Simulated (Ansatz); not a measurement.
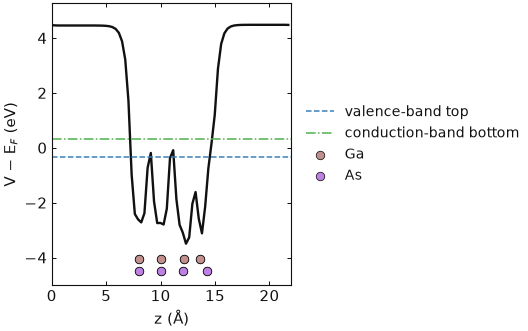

Plane-averaged electrostatic potential energy of an electron across the slab; circles at the bottom mark the heights of the atoms (positions after relaxation).

Calculation on a (110) slab cut from GaAs (F-43m), ended by GaAs planes, 16 atoms in the cell.

Method: DFT PBE+D3(BJ), scalar-relativistic, plane waves, PAW, no spin polarisation, 2×3×1 k mesh, 420 eV cutoff, Gaussian smearing of 0.05 eV (Ansatz 0.2.0).

> What are the ionisation potential and the electron affinity of the slab?

From the vacuum level at the right face the ionisation potential is 4.81 eV and the electron affinity 4.16 eV; the left face gives the same. The slab's gap, their difference before rounding, is 0.65 eV. The two vacuum levels agree, so the slab has no net dipole along its normal.

> How thick are slab and vacuum?

The outermost atoms are 6.3 Å apart, which leaves 15.7 Å of vacuum in a cell 22.0 Å high.
